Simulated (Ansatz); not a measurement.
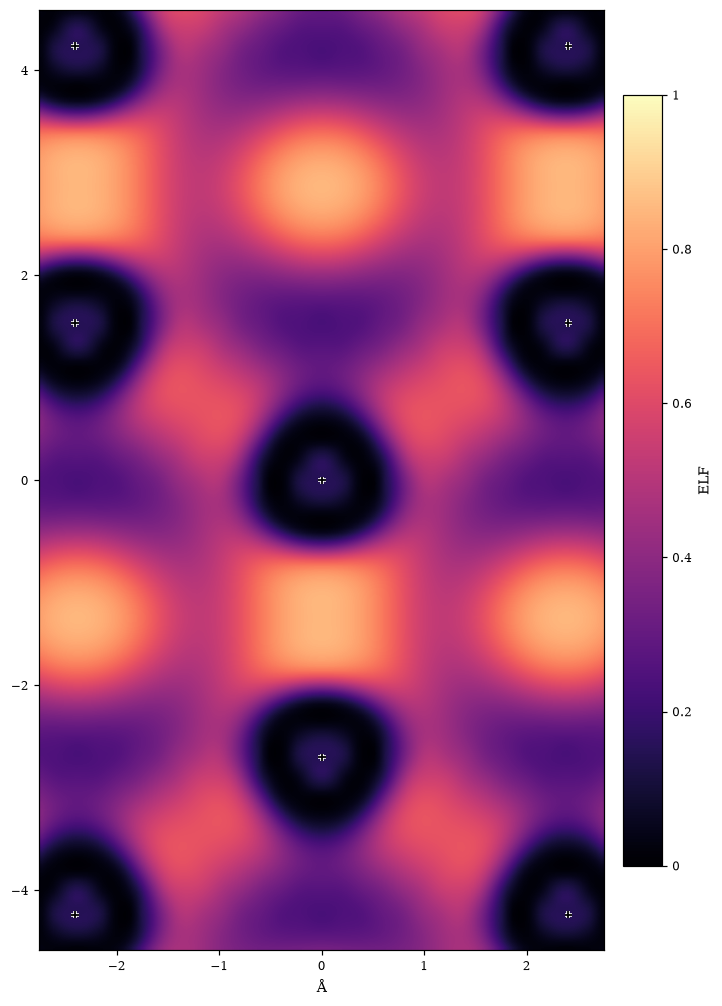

The electron localisation function on a plane through atoms (crosses mark nuclei in the plane).

Method: DFT r2SCAN, scalar-relativistic, plane waves, PAW (Ansatz).

Candidates:
A. CdSe, a = 4.25 Å, b = 4.25 Å, c = 6.93 Å, α = 90.00°, β = 90.00°, γ = 120.00°. Space group P6₃mc; changed on purpose from its base cell (volume × 0.94, shape and atoms relaxed); computed pressure about 4 GPa in this cell.
B. Au, a = 2.92 Å, b = 2.92 Å, c = 4.17 Å, α = 90.00°, β = 90.00°, γ = 90.00°. Space group I4/mmm; a structure from a database of computed crystals, not necessarily the ambient phase; changed on purpose from its base cell (strain along c alone, the other axes held, atoms relaxed: +1.0 %).
C. Al2Cu, a = 5.99 Å, b = 5.99 Å, c = 4.81 Å, α = 90.00°, β = 90.00°, γ = 90.00°. Space group I4/mcm; a structure from a database of computed crystals, not necessarily the ambient phase; computed without spin polarisation.

Which system is this?

Candidate C: Al2Cu on the (110) plane of the conventional cell, which holds Al. Al–Al (2.70 Å): the ELF peaks at about 0.85 between the atoms. Al–Al (2.85 Å): the ELF peaks at about 0.65 between the atoms.
